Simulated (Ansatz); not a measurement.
**Geometry relaxation of Sr4Ti5O12 (part 1 of 3)**

System: Sr4Ti5O12 (slab, 21 atoms in the cell).
Method: DFT PBE, scalar-relativistic, plane waves, PAW, PAW set soft_1, spin-polarised (Ansatz 0.2.0).

The structure derives from an entry of the Crystallography Open Database. The input holds or restrains some coordinates. Forces given for the steps count only the free coordinates. It belongs to a series of runs on one base structure; here: end point B relaxed. Figures and captions count atoms from 1; the log counts them from 0 in places.

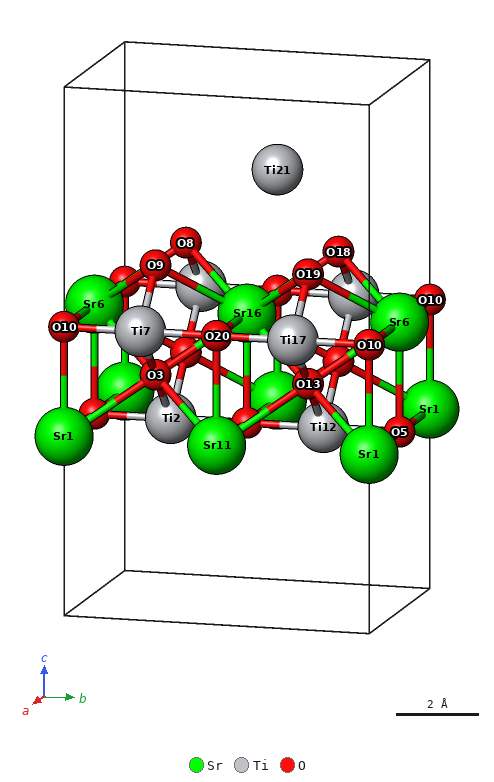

*The structure as given in the input (ball-and-stick view of the cell of the calculation, with the vacuum cut short, seen slightly off an axis; atoms are numbered from 1 in the order of the input). An atom can appear more than once, as a periodic image.*

## Results in brief

```json
{"quantity": "outcome", "value": "converged under the restraints of the input"}
{"quantity": "electrons treated", "value": "172"}
{"quantity": "free energy", "value": "−33508.5452 eV"}
{"quantity": "Fermi energy", "value": "2.994 eV"}
{"quantity": "net moment of the cell", "value": "2.25 μB"}
{"quantity": "integrated absolute moment", "value": "3.98 μB"}
{"quantity": "final volume", "value": "653.08 Å³"}
{"quantity": "largest force (length of the vector) at the end, held atoms and coordinates included", "value": "1.860 eV/Å"}
{"quantity": "hardware", "value": "4 threads of Arm Neoverse V2, 24 GiB of memory available, shared host"}
{"quantity": "wall time", "value": "14 min (CPU time 54 min)"}
{"quantity": "peak memory", "value": "2.3 GiB"}
```

## Remarks

The electronic state found may not be the lowest one. Notes on the run: a screening estimate came out negative during mixing.

## Input
```yaml
crystal:
  lattice:
    - [5.522504, 0.0, 0.0]
    - [0.0, 7.81, 0.0]
    - [0.0, 0.0, 15.141878]
  atoms:
    - { symbol: Sr, position: [0.0, 0.0, 0.06604201] }
    - { symbol: Ti, position: [0.5, 0.25, 0.06604201] }
    - { symbol: O, position: [0.74999999, 0.25, 0.15722132] }
    - { symbol: O, position: [0.25, 0.25, 0.15722132] }
    - { symbol: O, position: [0.5, 0.0, 0.06604201] }
    - { symbol: Sr, position: [0.5, 0.0, 0.24840063] }
    - { symbol: Ti, position: [0.0, 0.25, 0.24840063] }
    - { symbol: O, position: [0.25, 0.25, 0.33957994] }
    - { symbol: O, position: [0.74999999, 0.25, 0.33957994] }
    - { symbol: O, position: [0.0, 0.0, 0.24840063] }
    - { symbol: Sr, position: [0.0, 0.5, 0.06604201] }
    - { symbol: Ti, position: [0.5, 0.75, 0.06604201] }
    - { symbol: O, position: [0.74999999, 0.75, 0.15722132] }
    - { symbol: O, position: [0.25, 0.75, 0.15722132] }
    - { symbol: O, position: [0.5, 0.5, 0.06604201] }
    - { symbol: Sr, position: [0.5, 0.5, 0.24840063] }
    - { symbol: Ti, position: [0.0, 0.75, 0.24840063] }
    - { symbol: O, position: [0.25, 0.75, 0.33957994] }
    - { symbol: O, position: [0.74999999, 0.75, 0.33957994] }
    - { symbol: O, position: [0.0, 0.5, 0.24840063] }
    - { symbol: Ti, position: [0.41666666, 0.58333333, 0.48355151], spin: 1.0 }
magnetization:
  spin_polarized: true
basis:
  ecutwfc: 420.0
kpoints:
  mp_grid: { grid: [3, 2, 1] }
hamiltonian:
  xc: pbe
  pseudopotentials: { kind: paw, azcp: { folder: soft_1 } }
scf:
  occupations: { method: fermi_dirac, width: 0.05 }
  lower_state_search: "off"
relax:
  f_tol: 0.03
  max_steps: 60
  adjacent_minimum: "off"
  constraints: [{ sites: [0, 1, 4, 10, 11, 14] }]
```

Launch command:
```bash
ansatz run input.yaml --threads 4 --pin off --max-ram 10240MiB --backend cpu --events-out ev --progress --plain --runs-dir out
```

## The program's output
```
Engine: ansatz 0.2.0, aarch64-unknown-linux-gnu
Pseudopotentials: kind: paw
Pseudopotential: Sr, paw, valence charge 10, recommended cutoff 420 eV (normal), [file]
Pseudopotential: Ti, paw, valence charge 12, recommended cutoff 420 eV (normal), [file]
Pseudopotential: O, paw, valence charge 6, recommended cutoff 420 eV (normal), [file]
Functional definition: PBE
  parameter kappa = 0.804
  parameter beta = 0.06672455060314922
  exchange = pbe_x(kappa = kappa, mu = beta*pi^2/3)
  correlation = pbe_c(beta = beta)
Crystal: 21 atoms, lattice volume = 653.081 Å³
Basis set: ecut = 420 eV, 12759 PW (Γ), exchange–correlation on 80×108×216 points (8 copies of the dense FFT grid, shifted against one another)
Bands: 108, of which v1, the nominal top of the filled ones, is band 86 counted from 1 (85 counted from 0)
Symmetry: 1 space group operations
Space group: P1 (ITA 1), of the structure as read, at distance tolerance 8.7e-5 Å
Magnetic group: BNS 1.1 (UNI 1), of the structure as read, at distance tolerance 8.7e-5 Å
k-points: 4 of 6 (time reversal used)
Non-local potential: Sr, projectors of the file, l = 0: 3, l = 1: 2, l = 2: 2
Non-local potential: Ti, projectors of the file, l = 0: 3, l = 1: 2, l = 2: 3, l = 3: 1
Non-local potential: O, projectors of the file, l = 0: 2, l = 1: 2, l = 2: 1
PAW form: soft (Blöchl's): semilocal exchange-correlation on the pseudo side does not see the compensation charge
PAW one-centre angular grid: Sr, 110 points (default); XC on 64 Gauss nodes
PAW one-centre angular grid: Ti, 590 points (default); XC on 64 Gauss nodes
PAW one-centre angular grid: O, 110 points (default); XC on 64 Gauss nodes
Initial density: superposition of atomic densities (neutral atoms: chi_scale 0, normalization atom)
Starting moments: Σ|m| = 1 μB on 1 of 21 sites
Initial wavefunctions: pseudopotential atomic-orbital guess
Functional: x = pbe(κ = 0.804, μ = 0.2195149727645171), c = pbe(β = 0.06672455060314922)
SCF iter   1: F=—  HF=-33537.876369 eV  |F-HF|=—  |Δ(HF+E_count)|=         —  Δρ=6.70e-2 (↑6.70e-2 ↓6.02e-2)  dr2=2.08e2  dr2_m=7.12e-1  M=0.002 μB ∫|m|=0.038 μB  β_m=0.30  ethr=3.10e-3  ⟨swp⟩=14.1  Hψ=5095  notcnv=0  defer=3
preconditioner: auto → LDOS  [metal: Δε(μ)=0.094 eV  Ē_g=11.081 eV  σ=0.050 eV  W_gap=0.39  n_scr=116 (ndim 8)  ℏωp=14.5 eV  f_vac=0.432  D(μ)=9.75/eV (n_scr^D=52)]
spin=Collinear: LDOS preconditioning applied to the charge; magnetization (m = ρ↑ − ρ↓) channel mixes plain (no charge-response kernel on spin).
SCF iter   2: F=—  HF=-33561.590567 eV  |F-HF|=—  |Δ(HF+E_count)|=    2.37e1  Δρ=1.15e-1 (↑1.02e-1 ↓1.15e-1)  dr2=8.47e2  dr2_m=2.99e-1  M=0.028 μB ∫|m|=0.095 μB  β_m=0.30  ethr=3.10e-3  ⟨swp⟩=10.1  Hψ=5236  notcnv=0  defer=13
SCF iter   3: F=—  HF=-33514.211548 eV  |F-HF|=—  |Δ(HF+E_count)|=    4.74e1  Δρ=4.27e-2 (↑4.27e-2 ↓3.64e-2)  dr2=9.87e1  dr2_m=1.42e-1  M=0.002 μB ∫|m|=0.068 μB  β_m=0.30  ethr=3.10e-3  ⟨swp⟩=4.9  Hψ=2490  notcnv=0  defer=108
SCF iter   4: F=—  HF=-33504.360340 eV  |F-HF|=—  |Δ(HF+E_count)|=    9.85e0  Δρ=3.18e-2 (↑3.18e-2 ↓2.59e-2)  dr2=6.86e1  dr2_m=7.03e-2  M=0.006 μB ∫|m|=0.032 μB  β_m=0.30  ethr=3.10e-3  ⟨swp⟩=8.8  Hψ=2125  notcnv=0  defer=73
SCF iter   5: F=—  HF=-33498.473418 eV  |F-HF|=—  |Δ(HF+E_count)|=    5.89e0  Δρ=1.82e-2 (↑1.82e-2 ↓1.73e-2)  dr2=3.91e1  dr2_m=5.17e-1  M=1.298 μB ∫|m|=1.324 μB  β_m=1.00  ethr=3.10e-3  ⟨swp⟩=4.1  Hψ=1597  notcnv=0  defer=72
SCF iter   6: F=—  HF=-33497.299759 eV  |F-HF|=—  |Δ(HF+E_count)|=    1.17e0  Δρ=1.31e-2 (↑1.25e-2 ↓1.31e-2)  dr2=1.03e1  dr2_m=2.33e-1  M=2.212 μB ∫|m|=2.340 μB  β_m=1.00  ethr=3.10e-3  ⟨swp⟩=2.2  Hψ=870  notcnv=0  defer=72
SCF iter   7: F=—  HF=-33497.580613 eV  |F-HF|=—  |Δ(HF+E_count)|=   2.81e-1  Δρ=3.93e-2 (↑3.93e-2 ↓1.53e-2)  dr2=3.14e1  dr2_m=2.33e0  M=4.298 μB ∫|m|=4.535 μB  β_m=1.00  ethr=3.10e-3  ⟨swp⟩=9.9  Hψ=2066  notcnv=0  defer=21
SCF iter   8: F=—  HF=-33497.239527 eV  |F-HF|=—  |Δ(HF+E_count)|=   3.41e-1  Δρ=4.31e-2 (↑4.31e-2 ↓1.20e-2)  dr2=3.17e1  dr2_m=4.10e0  M=0.952 μB ∫|m|=1.437 μB  β_m=0.30  ethr=3.10e-3  ⟨swp⟩=4.6  Hψ=1179  notcnv=0  defer=18
SCF iter   9: F=—  HF=-33499.561217 eV  |F-HF|=—  |Δ(HF+E_count)|=    2.32e0  Δρ=4.82e-2 (↑4.82e-2 ↓1.05e-2)  dr2=7.66e1  dr2_m=2.65e0  M=5.329 μB ∫|m|=5.487 μB  β_m=1.00  ethr=3.10e-3  ⟨swp⟩=4.8  Hψ=1329  notcnv=0  defer=18
SCF iter  10: F=—  HF=-33497.265124 eV  |F-HF|=—  |Δ(HF+E_count)|=    2.30e0  Δρ=2.18e-2 (↑2.18e-2 ↓1.73e-2)  dr2=3.39e1  dr2_m=8.71e-2  M=4.516 μB ∫|m|=5.072 μB  β_m=1.00  ethr=3.10e-3  ⟨swp⟩=3.6  Hψ=1174  notcnv=0  defer=31
SCF iter  11: F=—  HF=-33497.189998 eV  |F-HF|=—  |Δ(HF+E_count)|=   7.51e-2  Δρ=2.81e-2 (↑2.81e-2 ↓1.31e-2)  dr2=7.28e0  dr2_m=2.46e0  M=1.742 μB ∫|m|=2.479 μB  β_m=0.30  ethr=3.10e-3  ⟨swp⟩=3.4  Hψ=1188  notcnv=0  defer=42
SCF iter  12: F=—  HF=-33497.361326 eV  |F-HF|=—  |Δ(HF+E_count)|=   1.71e-1  Δρ=8.22e-3 (↑8.22e-3 ↓7.84e-3)  dr2=3.88e0  dr2_m=4.64e-2  M=3.272 μB ∫|m|=3.971 μB  β_m=1.00  ethr=3.10e-3  ⟨swp⟩=2.8  Hψ=1079  notcnv=0  defer=36
SCF iter  13: F=—  HF=-33497.730803 eV  |F-HF|=—  |Δ(HF+E_count)|=   3.69e-1  Δρ=1.88e-2 (↑1.88e-2 ↓8.61e-3)  dr2=2.16e1  dr2_m=2.50e-1  M=3.763 μB ∫|m|=4.533 μB  β_m=1.00  ethr=2.25e-3  ⟨swp⟩=3.8  Hψ=1117  notcnv=0  defer=41
SCF iter  14: F=—  HF=-33497.479038 eV  |F-HF|=—  |Δ(HF+E_count)|=   2.52e-1  Δρ=2.48e-2 (↑2.48e-2 ↓8.59e-3)  dr2=7.47e0  dr2_m=1.58e0  M=1.797 μB ∫|m|=2.834 μB  β_m=0.30  ethr=2.25e-3  ⟨swp⟩=3.6  Hψ=1159  notcnv=0  defer=44
SCF iter  15: F=—  HF=-33497.583808 eV  |F-HF|=—  |Δ(HF+E_count)|=   1.05e-1  Δρ=2.00e-2 (↑2.00e-2 ↓4.85e-3)  dr2=6.81e0  dr2_m=8.10e-1  M=1.812 μB ∫|m|=2.979 μB  β_m=0.30  ethr=2.25e-3  ⟨swp⟩=2.1  Hψ=907  notcnv=0  defer=39
SCF iter  16: F=—  HF=-33497.523914 eV  |F-HF|=—  |Δ(HF+E_count)|=   5.99e-2  Δρ=5.31e-3 (↑5.31e-3 ↓2.51e-3)  dr2=4.46e-1  dr2_m=4.66e-2  M=2.851 μB ∫|m|=4.098 μB  β_m=1.00  ethr=2.25e-3  ⟨swp⟩=2.8  Hψ=1007  notcnv=0  defer=35
SCF iter  17: F=—  HF=-33497.774046 eV  |F-HF|=—  |Δ(HF+E_count)|=   2.50e-1  Δρ=1.50e-2 (↑1.50e-2 ↓3.38e-3)  dr2=6.17e0  dr2_m=2.44e-1  M=3.536 μB ∫|m|=5.092 μB  β_m=1.00  ethr=2.59e-4  ⟨swp⟩=5.4  Hψ=1948  notcnv=0  defer=41
SCF iter  18: F=—  HF=-33497.611223 eV  |F-HF|=—  |Δ(HF+E_count)|=   1.63e-1  Δρ=5.63e-3 (↑3.76e-3 ↓5.63e-3)  dr2=3.16e-1  dr2_m=9.45e-2  M=2.662 μB ∫|m|=5.039 μB  β_m=0.30  ethr=2.59e-4  ⟨swp⟩=5.2  Hψ=1694  notcnv=0  defer=41
Mixer restart at iter 18: flushing history
spin-set hold released at iteration 18 (site moments' squared step at or under half its running peak, from the soft ceiling on): the magnetisation degrees of freedom join the quasi-Newton model from the next iteration; the mixer history was flushed
SCF iter  19: F=—  HF=-33497.668707 eV  |F-HF|=—  |Δ(HF+E_count)|=   5.75e-2  Δρ=4.51e-3 (↑3.50e-3 ↓4.51e-3)  dr2=1.13e-1  dr2_m=8.00e-2  M=2.530 μB ∫|m|=5.132 μB  β_m=0.57  ethr=1.84e-4  ⟨swp⟩=2.4  Hψ=984  notcnv=0  defer=41
SCF iter  20: F=—  HF=-33497.810220 eV  |F-HF|=—  |Δ(HF+E_count)|=   1.42e-1  Δρ=5.44e-3 (↑5.44e-3 ↓1.39e-3)  dr2=4.61e-1  dr2_m=5.78e-2  M=2.255 μB ∫|m|=5.220 μB  β_m=0.78  ethr=6.59e-5  ⟨swp⟩=5.5  Hψ=1930  notcnv=0  defer=39  recentre
SCF iter  21: F=—  HF=-33497.796455 eV  |F-HF|=—  |Δ(HF+E_count)|=   1.38e-2  Δρ=5.26e-3 (↑5.26e-3 ↓1.52e-3)  dr2=3.60e-1  dr2_m=5.78e-2  M=2.306 μB ∫|m|=5.227 μB  β_m=0.91  ethr=6.59e-5  ⟨swp⟩=2.8  Hψ=1030  notcnv=0  defer=38
SCF iter  22: F=—  HF=-33497.848747 eV  |F-HF|=—  |Δ(HF+E_count)|=   5.23e-2  Δρ=5.77e-3 (↑5.77e-3 ↓2.24e-3)  dr2=1.01e0  dr2_m=3.31e-2  M=2.234 μB ∫|m|=5.321 μB  β_m=0.57  ethr=6.59e-5  ⟨swp⟩=4.1  Hψ=1697  notcnv=0  defer=39  recentre
SCF iter  23: F=—  HF=-33497.862741 eV  |F-HF|=—  |Δ(HF+E_count)|=   1.40e-2  Δρ=4.60e-3 (↑4.60e-3 ↓2.58e-3)  dr2=5.19e-1  dr2_m=2.29e-2  M=2.325 μB ∫|m|=5.517 μB  β_m=0.61  ethr=6.59e-5  ⟨swp⟩=6.1  Hψ=1907  notcnv=0  defer=42
SCF iter  24: F=—  HF=-33497.827613 eV  |F-HF|=—  |Δ(HF+E_count)|=   3.51e-2  Δρ=3.24e-3 (↑3.24e-3 ↓1.17e-3)  dr2=2.13e-1  dr2_m=1.60e-2  M=2.303 μB ∫|m|=5.581 μB  β_m=0.80  ethr=6.59e-5  ⟨swp⟩=4.4  Hψ=1806  notcnv=0  defer=43
SCF iter  25: F=—  HF=-33497.819982 eV  |F-HF|=—  |Δ(HF+E_count)|=   7.63e-3  Δρ=1.62e-3 (↑1.62e-3 ↓8.52e-4)  dr2=8.29e-3  dr2_m=7.64e-3  M=2.352 μB ∫|m|=5.706 μB  β_m=0.90  ethr=6.59e-5  ⟨swp⟩=2.5  Hψ=1600  notcnv=0  defer=41
SCF iter  26: F=—  HF=-33497.830001 eV  |F-HF|=—  |Δ(HF+E_count)|=   1.00e-2  Δρ=2.20e-3 (↑2.20e-3 ↓6.11e-4)  dr2=8.62e-2  dr2_m=7.25e-3  M=2.416 μB ∫|m|=5.648 μB  β_m=0.90  ethr=4.82e-6  ⟨swp⟩=3.6  Hψ=1815  notcnv=0  defer=41
SCF iter  27: F=—  HF=-33497.829610 eV  |F-HF|=—  |Δ(HF+E_count)|=   3.91e-4  Δρ=1.14e-3 (↑1.14e-3 ↓6.11e-4)  dr2=2.45e-2  dr2_m=1.79e-3  M=2.403 μB ∫|m|=5.614 μB  β_m=0.87  ethr=4.82e-6  ⟨swp⟩=2.5  Hψ=1652  notcnv=0  defer=41
[...]
The SCF converged. Along the directions that its mixing steps explored, a Ritz value of the dielectric operator 1 − χ₀K read negative at each of the last 4 readings (its real part and the size of its imaginary part sum to between -0.047 and -0.044).
  greatest PAW one-centre occupation: 0.999 electrons in one spin orbital (limit 2), on the Ti atom at site 6 (counted from 0), in its partial waves of l = 0
relax step   1: F+E_penalty+E_count = -33497.83204121 eV  Δ(F+E_penalty+E_count) = +0.000e0 eV  max|allowed force component| = 6.912e0 eV/Å  Δτ_max = 0.0000 Å  (59 SCF iters, dr2 threshold 2.25e-5 eV, accepted)
Initial density: handed on by an earlier stage of this run
Starting moments: Σ|m| = 1 μB on 1 of 21 sites; this step starts from the density that it was given
Initial wavefunctions: those handed on with the density
preconditioner: auto → Resta (q_TF=auto, 2.184 Å⁻¹)  ε∞=3.5  [insulator: Δε(μ)=0.133 eV  Ē_g=10.326 eV  σ=0.050 eV  W_gap=0.58  n_scr=116 (ndim 8)  ℏωp=16.2 eV  f_vac=0.477  D(μ)=3.15/eV (n_scr^D=10)  ε∞_Penn≈3.5  vacuum switching on, ρ_ref=7.7e-3 e/Å³]
spin=Collinear: Resta preconditioning applied to the charge; magnetization (m = ρ↑ − ρ↓) channel mixes plain (no charge-response kernel on spin).
preconditioner: auto → LDOS  [metal: Δε(μ)=0.016 eV  Ē_g=10.109 eV  σ=0.050 eV  W_gap=0.08  n_scr=116 (ndim 8)  ℏωp=16.2 eV  f_vac=0.477  D(μ)=16.06/eV (n_scr^D=100)]
spin=Collinear: LDOS preconditioning applied to the charge; magnetization (m = ρ↑ − ρ↓) channel mixes plain (no charge-response kernel on spin).
Mixer restart at iter 39: flushing history
relax step   2: F+E_penalty+E_count = -33501.12242921 eV  Δ(F+E_penalty+E_count) = -3.290e0 eV  max|allowed force component| = 5.673e0 eV/Å  Δτ_max = 0.1949 Å  (46 SCF iters, accepted)
preconditioner: auto → LDOS  [metal: Δε(μ)=0.119 eV  Ē_g=10.449 eV  σ=0.050 eV  W_gap=0.50  n_scr=116 (ndim 8)  ℏωp=16.2 eV  f_vac=0.481  D(μ)=4.10/eV (n_scr^D=10)]
spin=Collinear: LDOS preconditioning applied to the charge; magnetization (m = ρ↑ − ρ↓) channel mixes plain (no charge-response kernel on spin).
  greatest PAW one-centre occupation: 0.999 electrons in one spin orbital (limit 2), on the Ti atom at site 16 (counted from 0), in its partial waves of l = 0
relax step   3: F+E_penalty+E_count = -33504.37087600 eV  Δ(F+E_penalty+E_count) = -3.248e0 eV  max|allowed force component| = 3.813e0 eV/Å  Δτ_max = 0.1965 Å  (61 SCF iters, accepted)
preconditioner: auto → LDOS  [metal: Δε(μ)=0.123 eV  Ē_g=10.728 eV  σ=0.050 eV  W_gap=0.48  n_scr=116 (ndim 8)  ℏωp=16.2 eV  f_vac=0.486  D(μ)=4.16/eV (n_scr^D=10)]
spin=Collinear: LDOS preconditioning applied to the charge; magnetization (m = ρ↑ − ρ↓) channel mixes plain (no charge-response kernel on spin).
preconditioner: auto → Resta (q_TF=auto, 2.184 Å⁻¹)  ε∞=3.2  [insulator: Δε(μ)=0.211 eV  Ē_g=10.821 eV  σ=0.050 eV  W_gap=0.57  n_scr=116 (ndim 8)  ℏωp=16.2 eV  f_vac=0.485  D(μ)=5.62/eV (n_scr^D=22)  ε∞_Penn≈3.2  vacuum switching on, ρ_ref=8.5e-3 e/Å³]
spin=Collinear: Resta preconditioning applied to the charge; magnetization (m = ρ↑ − ρ↓) channel mixes plain (no charge-response kernel on spin).
Mixer restart at iter 43: flushing history
relax step   4: F+E_penalty+E_count = -33506.28287940 eV  Δ(F+E_penalty+E_count) = -1.912e0 eV  max|allowed force component| = 2.010e0 eV/Å  Δτ_max = 0.1950 Å  (51 SCF iters, accepted)
preconditioner: auto → Resta (q_TF=auto, 2.184 Å⁻¹)  ε∞=3.1  [insulator: Δε(μ)=0.299 eV  Ē_g=11.089 eV  σ=0.050 eV  W_gap=0.90  n_scr=116 (ndim 8)  ℏωp=16.2 eV  f_vac=0.490  D(μ)=2.17/eV (n_scr^D=2)  ε∞_Penn≈3.1  vacuum switching on, ρ_ref=8.9e-3 e/Å³]
spin=Collinear: Resta preconditioning applied to the charge; magnetization (m = ρ↑ − ρ↓) channel mixes plain (no charge-response kernel on spin).
  greatest PAW one-centre occupation: 0.999 electrons in one spin orbital (limit 2), on the Ti atom at site 20 (counted from 0), in its partial waves of l = 0
relax step   5: F+E_penalty+E_count = -33506.91190711 eV  Δ(F+E_penalty+E_count) = -6.290e-1 eV  max|allowed force component| = 9.997e-1 eV/Å  Δτ_max = 0.1947 Å  (22 SCF iters, accepted)
preconditioner: auto → Resta (q_TF=auto, 2.184 Å⁻¹)  ε∞=3.1  [insulator: Δε(μ)=0.252 eV  Ē_g=11.185 eV  σ=0.050 eV  W_gap=0.85  n_scr=116 (ndim 8)  ℏωp=16.2 eV  f_vac=0.493  D(μ)=2.80/eV (n_scr^D=6)  ε∞_Penn≈3.1  vacuum switching on, ρ_ref=9.1e-3 e/Å³]
spin=Collinear: Resta preconditioning applied to the charge; magnetization (m = ρ↑ − ρ↓) channel mixes plain (no charge-response kernel on spin).
  greatest PAW one-centre occupation: 0.999 electrons in one spin orbital (limit 2), on the Ti atom at site 1 (counted from 0), in its partial waves of l = 0
relax step   6: F+E_penalty+E_count = -33507.40368651 eV  Δ(F+E_penalty+E_count) = -4.918e-1 eV  max|allowed force component| = 9.783e-1 eV/Å  Δτ_max = 0.1951 Å  (25 SCF iters, accepted)
preconditioner: auto → Resta (q_TF=auto, 2.184 Å⁻¹)  ε∞=3.1  [insulator: Δε(μ)=0.170 eV  Ē_g=11.201 eV  σ=0.050 eV  W_gap=0.66  n_scr=116 (ndim 8)  ℏωp=16.2 eV  f_vac=0.497  D(μ)=4.27/eV (n_scr^D=10)  ε∞_Penn≈3.1  vacuum switching on, ρ_ref=9.1e-3 e/Å³]
spin=Collinear: Resta preconditioning applied to the charge; magnetization (m = ρ↑ − ρ↓) channel mixes plain (no charge-response kernel on spin).
preconditioner: auto → LDOS  [metal: Δε(μ)=0.048 eV  Ē_g=11.167 eV  σ=0.050 eV  W_gap=0.23  n_scr=116 (ndim 8)  ℏωp=16.2 eV  f_vac=0.496  D(μ)=10.57/eV (n_scr^D=62)]
spin=Collinear: LDOS preconditioning applied to the charge; magnetization (m = ρ↑ − ρ↓) channel mixes plain (no charge-response kernel on spin).
```
